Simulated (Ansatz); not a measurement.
Single-point calculation, with input and output: Ge

- system: Ge (Cmmm, 1 atom in the cell)
- method: DFT PBEsol, scalar-relativistic, plane waves, PAW, no spin polarisation (Ansatz 0.2.0)

The structure derives from a Materials Project entry. Figures and captions count atoms from 1; the log counts them from 0 in places.

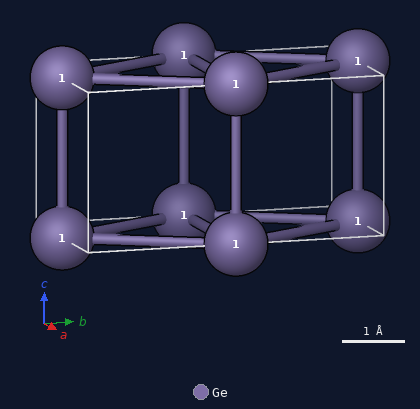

*The input geometry (ball-and-stick view of the cell 2 times as large as that of the calculation, set on its symmetry axes, seen slightly off an axis; atoms are numbered from 1 in the order of the input).*

Near neighbours in the crystal (not all of them lie inside the picture): Ge has 8 Ge at 2.64 to 2.87 Å.

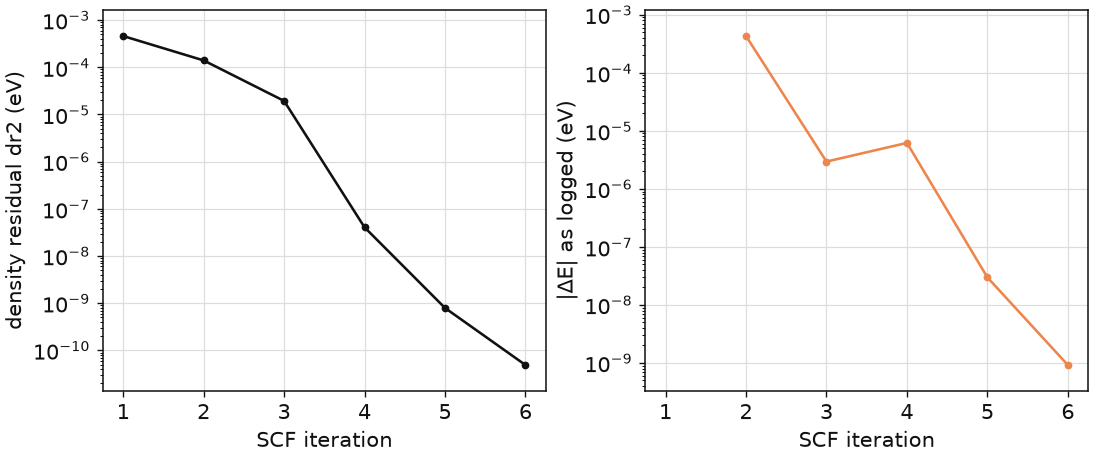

*Convergence of the self-consistent field: density residual dr2 and size of the energy change against the SCF iteration.*

The residual falls at every step.

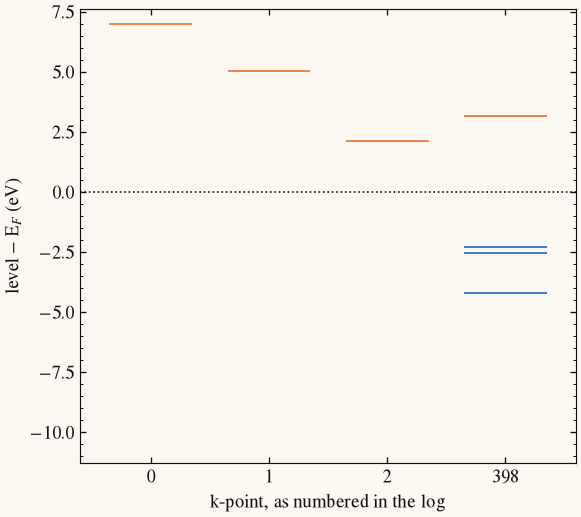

*Kohn–Sham levels near the Fermi level (dotted) at the few k-points that the log prints; levels within 0.02 eV of each other stand side by side.*

The system is metallic on the full mesh.

The input that produced these results follows, with the program's output.

Input file
```yaml
crystal:
  lattice:
    - [1.3826056149, -2.5195012411, 0.0]
    - [1.3826056149, 2.5195012411, 0.0]
    - [0.0, 0.0, 2.6427277822]
  atoms:
    - { symbol: Ge, position: [0.5, 0.5, 0.0] }
basis:
  ecutwfc: 420
kpoints:
  mp_grid: { grid: [14, 14, 12] }
hamiltonian:
  xc: pbesol
scf:
  occupations: { method: gaussian, width: 0.15 }
output:
  forces: true
  stress: true
  eigenvalues: true
```

Launch command:
```bash
ansatz run input.yaml --threads 1 --pin off --max-ram 2560MiB --backend cpu --events-out ev --progress --plain --runs-dir out
```

The program's output
```
Engine: ansatz 0.2.0, x86_64-unknown-linux-gnu
Pseudopotentials: kind: paw
Pseudopotential: Ge, paw, valence charge 14, recommended cutoff 420 eV (normal), Ge.paw.azcp
Functional definition: PBEsol
  exchange = pbesol_x
  correlation = pbesol_c
Crystal: 1 atoms, lattice volume = 18.412 Å³
Basis set: ecut = 420 eV, 365 PW (Γ), exchange–correlation on 40×40×36 points (8 copies of the dense FFT grid, shifted against one another)
Bands: 11, of which v1, the nominal top of the filled ones, is band 7 counted from 1 (6 counted from 0)
Symmetry: 8 space group operations
Space group: Cmmm (ITA 65), of the structure as read, at distance tolerance 2.6e-5 Å
k-points: 399 of 2352
Non-local potential: Ge, projectors of the file, l = 0: 2, l = 1: 2, l = 2: 3, l = 3: 1
PAW form: soft (Blöchl's): semilocal exchange-correlation on the pseudo side does not see the compensation charge
PAW frozen core: Ge, regenerated for the run's functional, and the local potential with it (the file was generated under x = pbe(κ = 0.804, μ = 0.2195149727645171), c = pbe(β = 0.06672455060314922))
PAW one-centre angular grid: Ge, 590 points (default); XC on 64 Gauss nodes
Initial density: superposition of atomic densities (neutral atoms: chi_scale 0, normalization atom), corrected by the library's trained network
Initial wavefunctions: pseudopotential atomic-orbital guess
Functional: x = pbesol(κ = 0.804, μ = 0.12345679012345678), c = pbesol(β = 0.046)
SCF iter   1: F=—  HF=-4253.314294 eV  |F-HF|=—  |Δ(HF+E_count)|=         —  Δρ=2.31e-3  dr2=4.60e-4  ethr=1.77e-3  ⟨swp⟩=5.0  Hψ=24286  notcnv=0
preconditioner: auto → none  [metal: Δε(μ)=0.036 eV  Ē_g=27.251 eV  σ=0.150 eV  W_gap=0.13  n_scr=8 (ndim 8)  ℏωp=32.4 eV  f_vac=0.000  D(μ)=0.46/eV (n_scr^D=0)  sad-step TF]
SCF iter   2: F=—  HF=-4253.313864 eV  |F-HF|=—  |Δ(HF+E_count)|=   4.30e-4  Δρ=1.08e-3  dr2=1.40e-4  ethr=3.29e-6  ⟨swp⟩=2.0  Hψ=10007  notcnv=0
SCF iter   3: F=—  HF=-4253.313861 eV  |F-HF|=—  |Δ(HF+E_count)|=   2.95e-6  Δρ=4.15e-4  dr2=1.94e-5  ethr=1.00e-6  ⟨swp⟩=1.0  Hψ=4340  notcnv=0
SCF iter   4: F=—  HF=-4253.313867 eV  |F-HF|=—  |Δ(HF+E_count)|=   6.19e-6  Δρ=2.42e-5  dr2=4.06e-8  ethr=1.38e-7  ⟨swp⟩=1.2  Hψ=4524  notcnv=0
iter 5 did not close the SCF: its close was put off for the readings that it lacked (scf_convergence_deferred on its scf_iter line)
SCF iter   5: F=-4253.313867 eV  HF=-4253.313867 eV  |F-HF|=8.51e-10  |Δ(HF+E_count)|=   2.98e-8  Δρ=2.82e-6  dr2=7.93e-10  ethr=2.90e-10  ⟨swp⟩=2.0  Hψ=7112  notcnv=0
SCF iter   6: F=-4253.313867 eV  HF=-4253.313867 eV  |F-HF|=5.37e-11  |Δ(HF+E_count)|=  9.21e-10  Δρ=4.65e-7  dr2=4.90e-11  ethr=5.66e-12  ⟨swp⟩=1.3  Hψ=13552  notcnv=0
SCF 1 converged in 6 iterations: F = -4253.313867 eV  dr2 = 4.90e-11
  greatest PAW one-centre occupation: 0.998 electrons in one spin orbital (limit 2), on the Ge atom at site 0 (counted from 0), in its partial waves of l = 2
SCF converged after 6 iterations
Free energy (F): -4253.313867 eV
Harris-Foulkes:  -4253.313867 eV  (|F-HF|=5.37e-11)
Internal energy: -4253.308672 eV  (E = F + TS)
E sigma→0 (E₀):  -4253.311270 eV
Entropy (-TS):   -0.005195 eV (-5.195 meV/atom)
Fermi energy:    11.167308 eV
--- Per-component energies (eV) ---
  E_band       = -111.379332
  E_kinetic    = 111.153376
  E_local      = -2139.242309  (includes V_loc(G=0)·N_el)
  E_nonlocal   = 417.928540
  E_hartree    = 936.393744
  E_xc         = -75.299292
  E_vxc        = -65.087999  (∫ρ·V_xc dr)
  E_paw        = -1976.767620  (= ΣΔE_a)
  E_vpaw       = -308.919125  (= ΣTr[D̂ρ^β])
  E_aug_tail   = 0.000354  (compensation charges beyond the density's cutoff)
  E_ewald      = -1528.393402
  E_core_change = 0.917936  (= ΣΔE_core)
  E_smearing   = -0.005195  (= −TS)
  E_closure    = -0.000000  (closes the sum)
  Σ components = -4253.313867   (vs F -4253.313867, Δ=0.00e0)
--- Forces (eV/Å), atoms counted from 1 ---
  atom   1  Ge     0.00000000     0.00000000     0.00000000
  max |Σ_I F_I| component: 0.00e0 eV/Å
--- Stress (GPa, compression-positive) ---
        2.588497       0.000000       0.000000
        0.000000      -1.632394       0.000000
        0.000000       0.000000      -0.955310
  P = ⅓ Tr σ = 0.0003 GPa (0.003 kbar)
--- Band table (eV; the first three rows and the last of 399) ---
  k-point 0: bands = ["-13.5978", "-13.5111", "-13.4684", "-13.3376", "-13.3243", "-2.2224", "18.1606", "19.0427", "20.1324", "21.5615", "24.4174"]
  k-point 1: bands = ["-13.5822", "-13.5101", "-13.4677", "-13.3431", "-13.3296", "-2.0779", "16.1781", "19.1842", "20.2744", "23.3983", "24.6867"]
  k-point 2: bands = ["-13.5400", "-13.5071", "-13.4656", "-13.3580", "-13.3441", "-1.6453", "13.2912", "19.5980", "20.6899", "24.6260", "25.8969"]
  k-point 398: bands = ["-13.5318", "-13.5024", "-13.4190", "-13.3485", "-13.2563", "6.9382", "8.6119", "8.8833", "14.3229", "19.3818", "24.7279"]
```

Results in brief

```csv
quantity,value
outcome,converged
space group (tolerance 0.01 Å),Cmmm (65)
electrons treated,14
free energy,−4253.3139 eV
Fermi energy,11.167 eV
gap on the k-point mesh,none (metallic)
pressure,0.00 GPa
largest force (length of the vector),under 0.001 eV/Å
hardware,"1 thread of Oxide Virtual Turin-like (Zen 5), 32 GiB of memory available, shared host"
wall time,6.6 s
peak memory,0.4 GiB
```
